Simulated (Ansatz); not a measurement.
# B16N17: single-point calculation (part 1 of 2)

System: B16N17 (defect cell, 33 atoms in the cell).
Method: DFT, PBE, dispersion d3bj, plane waves, PAW, spin-polarised (Ansatz 0.2.0).

The structure derives from a Materials Project entry. Figures and captions count atoms from 1; the log counts them from 0 in places.

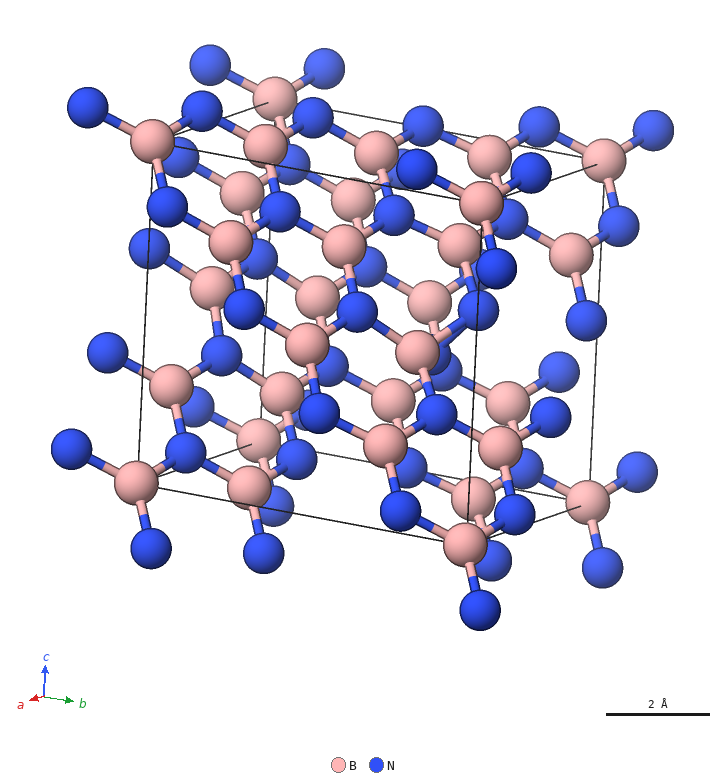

Figure 1. The input geometry (ball-and-stick view of the cell of the calculation, seen slightly off an axis; bonded neighbours outside the cell are drawn too). An atom can appear more than once, as a periodic image.

**The input**
```yaml
crystal:
  lattice:
    - [-5.0122276274, 2.8938109699, 3.2948837584]
    - [0.0, -5.7876219398, 3.2948837584]
    - [5.0122276274, 2.8938109699, 3.2948837584]
  atoms:
    - { symbol: B, position: [0.244177053, 0.7399390621, 0.9961886859] }
    - { symbol: B, position: [0.4931899349, 0.4888352047, 0.9937901633] }
    - { symbol: B, position: [0.7522375534, 0.2479149549, 1.0024814009] }
    - { symbol: B, position: [0.9946986646, 0.739725207, 0.244280759] }
    - { symbol: B, position: [1.002628357, 0.9973801645, 1.0022167812] }
    - { symbol: B, position: [0.2347074961, 0.4811304467, 0.2357080411] }
    - { symbol: B, position: [0.4931766033, 0.239206063, 0.2433973211] }
    - { symbol: B, position: [0.7380107035, 0.7300066086, 0.4845752144] }
    - { symbol: B, position: [0.7577009802, 1.000403611, 0.2553941835] }
    - { symbol: B, position: [0.9946960187, 0.4897142092, 0.4942960994] }
    - { symbol: B, position: [0.2441629893, 0.2416189515, 0.4944948751] }
    - { symbol: B, position: [0.5130727162, 0.7607709175, 0.7750190783] }
    - { symbol: B, position: [0.5130632589, 1.0204561265, 0.5153298669] }
    - { symbol: B, position: [0.7577116274, 0.5008441131, 0.754981661] }
    - { symbol: B, position: [1.0026304101, 0.2476563634, 0.7519517459] }
    - { symbol: B, position: [0.257289277, 1.0045794078, 0.7591390593] }
    - { symbol: "N", position: [0.5904247997, 0.0867500095, 0.3403464456] }
    - { symbol: "N", position: [0.8396343928, 0.833468219, 0.3337921038] }
    - { symbol: "N", position: [0.0656997409, 0.5617916147, 0.3163601251] }
    - { symbol: "N", position: [0.3410974172, 0.0900256782, 0.5929050473] }
    - { symbol: "N", position: [0.3152993006, 0.3090481622, 0.3153203086] }
    - { symbol: "N", position: [0.6083247012, 0.8603580725, 0.6149177489] }
    - { symbol: "N", position: [0.8396398943, 0.5792352086, 0.5880443997] }
    - { symbol: "N", position: [0.0865112338, 0.0818230908, 0.8363885751] }
    - { symbol: "N", position: [0.0806169562, 0.3254558166, 0.5802842536] }
    - { symbol: "N", position: [0.3411028738, 0.8383427568, 0.8445859057] }
    - { symbol: "N", position: [0.5904295077, 0.5857919176, 0.8413260893] }
    - { symbol: "N", position: [0.8360668199, 0.0815892848, 0.0854287556] }
    - { symbol: "N", position: [0.8360779595, 0.3308809304, 0.8361702172] }
    - { symbol: "N", position: [0.0806257561, 0.8257205187, 0.0800259509] }
    - { symbol: "N", position: [0.3153306066, 0.5607839548, 0.0636504215] }
    - { symbol: "N", position: [0.5777009898, 0.3231865605, 0.0777566792] }
    - { symbol: "N", position: [0.5063381646, 0.685808437, 0.4403783223], spin: 1.0 }
basis:
  ecutwfc: 420
  xc_grid: 2
kpoints:
  mp_grid: { grid: [2, 2, 2], shift: [0.5, 0.5, 0.5] }
hamiltonian:
  xc: pbe
  dispersion: d3bj
scf:
  occupations: { method: gaussian, width: 0.02 }
output:
  forces: true
  eigenvalues: true
magnetization:
  spin_polarized: true
```

Command:
```bash
ansatz run input.yaml --threads 4 --pin off --max-ram 10240MiB --backend cpu --events-out ev --progress --plain --runs-dir out
```

**The program's output**
```
Engine: ansatz 0.2.0, aarch64-unknown-linux-gnu
Pseudopotentials: kind: paw
Pseudopotential: B, paw, valence charge 3, recommended cutoff 420 eV (normal), B.paw.azcp
Pseudopotential: N, paw, valence charge 5, recommended cutoff 420 eV (normal), N.paw.azcp
Functional definition: PBE
  parameter kappa = 0.804
  parameter beta = 0.06672455060314922
  exchange = pbe_x(kappa = kappa, mu = beta*pi^2/3)
  correlation = pbe_c(beta = beta)
Crystal: 33 atoms, lattice volume = 286.743 Å³
Basis set: ecut = 420 eV, 5603 PW (Γ), exchange–correlation on 90×90×90 points (8 copies of the dense FFT grid, shifted against one another)
Bands: 100, of which v1, the nominal top of the filled ones, is band 67 counted from 1 (66 counted from 0)
Symmetry: 1 space group operations
Space group: P1 (ITA 1), of the structure as read, at distance tolerance 6.6e-5 Å
Magnetic group: BNS 1.1 (UNI 1), of the structure as read, at distance tolerance 6.6e-5 Å
k-points: 4 of 8 (time reversal used)
Non-local potential: B, projectors of the file, l = 0: 2, l = 1: 2, l = 2: 1
Non-local potential: N, projectors of the file, l = 0: 2, l = 1: 2, l = 2: 1
PAW form: soft (Blöchl's): semilocal exchange-correlation on the pseudo side does not see the compensation charge
PAW one-centre angular grid: B, 110 points (default); XC on 64 Gauss nodes
PAW one-centre angular grid: N, 110 points (default); XC on 64 Gauss nodes
Initial density: superposition of atomic densities (chi_scale 0.1, normalization cell, long waves kept (reshape's long-wave potential 0.12 eV rms))
Starting moments: Σ|m| = 1 μB on 1 of 33 sites
Initial wavefunctions: pseudopotential atomic-orbital guess
Functional: x = pbe(κ = 0.804, μ = 0.2195149727645171), c = pbe(β = 0.06672455060314922)
SCF iter   1: F=—  HF=-9083.075664 eV  |F-HF|=—  |Δ(HF+E_count)|=         —  Δρ=7.48e-2 (↑7.45e-2 ↓7.48e-2)  dr2=6.15e1  dr2_m=2.55e-1  M=1.000 μB ∫|m|=1.089 μB  β_m=0.30  ethr=3.10e-3  ⟨swp⟩=6.0  Hψ=3552  notcnv=0  defer=36
preconditioner: auto → Resta (q_TF=auto, 2.400 Å⁻¹)  ε∞=3.3  [insulator: Δε(μ)=0.976 eV  Ē_g=16.784 eV  σ=0.020 eV  W_gap=1.00  n_scr=74 (ndim 8)  ℏωp=25.3 eV  f_vac=0.000  D(μ)=0.00/eV (n_scr^D=0)  ε∞_Penn≈3.3]
spin=Collinear: Resta preconditioning applied to the charge; magnetization (m = ρ↑ − ρ↓) channel mixes plain (no charge-response kernel on spin).
SCF iter   2: F=—  HF=-9068.953688 eV  |F-HF|=—  |Δ(HF+E_count)|=    1.41e1  Δρ=4.35e-2 (↑4.32e-2 ↓4.35e-2)  dr2=2.01e1  dr2_m=1.41e-1  M=1.000 μB ∫|m|=1.086 μB  β_m=0.30  ethr=3.10e-3  ⟨swp⟩=3.0  Hψ=1549  notcnv=0  defer=207
spin-set hold released at iteration 2 (site moments show no strong build): the magnetisation degrees of freedom join the quasi-Newton model from the next iteration; the mixer history was kept
SCF iter   3: F=—  HF=-9062.793355 eV  |F-HF|=—  |Δ(HF+E_count)|=    6.16e0  Δρ=2.11e-2 (↑2.03e-2 ↓2.11e-2)  dr2=3.15e0  dr2_m=6.91e-2  M=1.000 μB ∫|m|=1.084 μB  β_m=0.30  ethr=3.10e-3  ⟨swp⟩=3.0  Hψ=1539  notcnv=0  defer=209
SCF iter   4: F=—  HF=-9061.815481 eV  |F-HF|=—  |Δ(HF+E_count)|=   9.78e-1  Δρ=5.99e-3 (↑5.99e-3 ↓5.46e-3)  dr2=1.29e-1  dr2_m=5.36e-2  M=1.000 μB ∫|m|=1.082 μB  β_m=0.58  ethr=2.37e-3  ⟨swp⟩=3.1  Hψ=1347  notcnv=0  defer=209
SCF iter   5: F=—  HF=-9061.884032 eV  |F-HF|=—  |Δ(HF+E_count)|=   6.86e-2  Δρ=2.84e-3 (↑2.82e-3 ↓2.84e-3)  dr2=2.77e-2  dr2_m=1.34e-2  M=1.000 μB ∫|m|=1.087 μB  β_m=0.76  ethr=9.72e-5  ⟨swp⟩=2.9  Hψ=1374  notcnv=0  defer=209
SCF iter   6: F=—  HF=-9061.920382 eV  |F-HF|=—  |Δ(HF+E_count)|=   3.64e-2  Δρ=1.42e-3 (↑1.42e-3 ↓1.30e-3)  dr2=1.91e-2  dr2_m=8.34e-4  M=1.000 μB ∫|m|=1.091 μB  β_m=0.68  ethr=2.08e-5  ⟨swp⟩=2.9  Hψ=1398  notcnv=0  defer=209
SCF iter   7: F=—  HF=-9061.920501 eV  |F-HF|=—  |Δ(HF+E_count)|=   1.19e-4  Δρ=2.70e-4 (↑2.01e-4 ↓2.70e-4)  dr2=3.95e-4  dr2_m=3.36e-5  M=1.000 μB ∫|m|=1.093 μB  β_m=0.80  ethr=1.44e-5  ⟨swp⟩=2.6  Hψ=1197  notcnv=0  defer=209
SCF iter   8: F=—  HF=-9061.921058 eV  |F-HF|=—  |Δ(HF+E_count)|=   5.57e-4  Δρ=1.20e-4 (↑1.20e-4 ↓8.97e-5)  dr2=1.03e-4  dr2_m=3.05e-6  M=1.000 μB ∫|m|=1.092 μB  β_m=0.76  ethr=2.97e-7  ⟨swp⟩=2.0  Hψ=1123  notcnv=0  defer=209
SCF iter   9: F=—  HF=-9061.921102 eV  |F-HF|=—  |Δ(HF+E_count)|=   4.38e-5  Δρ=2.77e-5 (↑1.77e-5 ↓2.77e-5)  dr2=3.40e-6  dr2_m=5.96e-7  M=1.000 μB ∫|m|=1.092 μB  β_m=0.86  ethr=7.74e-8  ⟨swp⟩=2.0  Hψ=1123  notcnv=0  defer=209
SCF iter  10: F=—  HF=-9061.920983 eV  |F-HF|=—  |Δ(HF+E_count)|=   1.20e-4  Δρ=9.75e-6 (↑9.65e-6 ↓9.75e-6)  dr2=8.41e-7  dr2_m=3.54e-8  M=1.000 μB ∫|m|=1.092 μB  β_m=0.80  ethr=2.55e-9  ⟨swp⟩=2.0  Hψ=1228  notcnv=0  defer=209
SCF iter  11: F=—  HF=-9061.920983 eV  |F-HF|=—  |Δ(HF+E_count)|=   6.64e-8  Δρ=4.39e-6 (↑4.12e-6 ↓4.39e-6)  dr2=1.67e-7  dr2_m=4.90e-9  M=1.000 μB ∫|m|=1.092 μB  β_m=0.73  ethr=6.32e-10  ⟨swp⟩=2.0  Hψ=1115  notcnv=0  defer=209
SCF iter  12: F=-9061.920983 eV  HF=-9061.920983 eV  |F-HF|=1.10e-9  |Δ(HF+E_count)|=   1.07e-8  Δρ=1.21e-6 (↑1.06e-6 ↓1.21e-6)  dr2=1.33e-8  dr2_m=5.37e-10  M=1.000 μB ∫|m|=1.092 μB  ethr=7.52e-11  ⟨swp⟩=17.1  Hψ=5362  notcnv=0
SCF 1 converged in 12 iterations: F = -9061.920983 eV  dr2 = 1.33e-8
  greatest PAW one-centre occupation: 0.843 electrons in one spin orbital (limit 2), on the N atom at site 32 (counted from 0), in its partial waves of l = 0
```

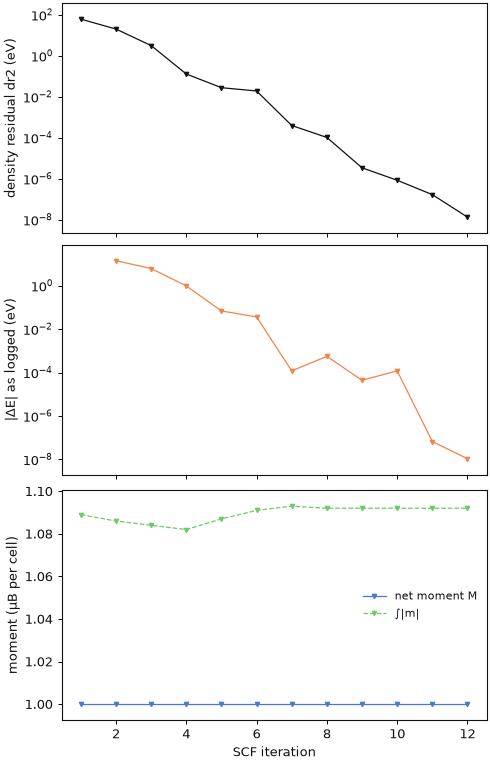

Figure 2. Convergence of the self-consistent field: density residual dr2, size of the energy change and magnetic moment against the SCF iteration. The residual falls at every step. The net moment stays at 1.0 μB per cell.

```
SCF converged after 12 iterations
Magnetization: 1.0000 μB (67.0000 up, 66.0000 down)
Absolute magnetization: 1.0940 μB (∫|ρ↑−ρ↓|, with the PAW one-centre terms)
Spin contamination: 0.0036 ħ² per cell (⟨S²⟩ above its minimum at these occupations)
Per-site moments (μB) at R_I (Å): [(0.00012707050939149872, 0.5930057232747292), (0.0004244627325679585, 0.5959306901871382), (0.00030292804097773954, 0.596168775266163), (0.0007362767028330422, 0.590259502153949), (0.00019375630214590926, 0.5961946563158113), (-0.0004754773481147642, 0.5961389956467712), (0.0004244913592137508, 0.5959280146388596), (-0.005631931769432748, 0.6092787560333235), (0.0011008308970496808, 0.5900411579022431), (0.0007361089263129124, 0.590259796164566), (0.0001268297456435482, 0.5930024947219398), (0.00409126667068928, 0.5874026881913351), (0.004091690243376464, 0.5873996319688617), (0.0011008561747601765, 0.5900316628710414), (0.0001938108980000201, 0.5961902345715185), (-0.0003485868097314568, 0.5925460745010084), (0.013800864312807587, 0.5912148511424085), (0.011116945804335376, 0.5900411579022431), (-0.00032478290188021165, 0.5961389956467712), (0.006480986242747298, 0.5873996319688617), (0.015772302517016393, 0.5957771538551818), (0.019136323970435975, 0.6166792081417938), (0.011115904169241835, 0.5900316628710414), (0.00039206839960188015, 0.5925460745010084), (0.0019402747119371619, 0.5930024947219398), (0.006483400403071499, 0.5874026881913351), (0.01380807543915304, 0.5912116168547755), (0.0013180585077961595, 0.596168775266163), (0.0013187626758458637, 0.5961697331714083), (0.0019407204516980953, 0.5930057232747292), (0.01578757730319774, 0.5957809327316346), (0.0003662689815959855, 0.5965932148870554), (0.44167516881402064, 0.624150867128978)]
Free energy (F): -9061.920983 eV
Harris-Foulkes:  -9061.920983 eV  (|F-HF|=1.10e-9)
Internal energy: -9061.920983 eV  (E = F + TS)
E sigma→0 (E₀):  -9061.920983 eV
Fermi energy:    6.121386 eV
--- Per-component energies (eV) ---
  E_band       = -269.134492
  E_kinetic    = 3064.754495
  E_local      = -5565.914873  (includes V_loc(G=0)·N_el)
  E_nonlocal   = 972.318212
  E_hartree    = 1775.136231
  E_xc         = -1535.572281
  E_vxc        = -1907.079850  (∫ρ·V_xc dr)
  E_paw        = -3435.293565  (= ΣΔE_a)
  E_vpaw       = -383.489632  (= ΣTr[D̂ρ^β])
  E_aug_tail   = 0.001679  (compensation charges beyond the density's cutoff)
  E_ewald      = -4332.529315
  E_disp       = -4.821565  (pairwise vdW)
  E_smearing   = -0.000000  (= −TS)
  E_closure    = -0.000000  (closes the sum)
  Σ components = -9061.920983   (vs F -9061.920983, Δ=0.00e0)
```
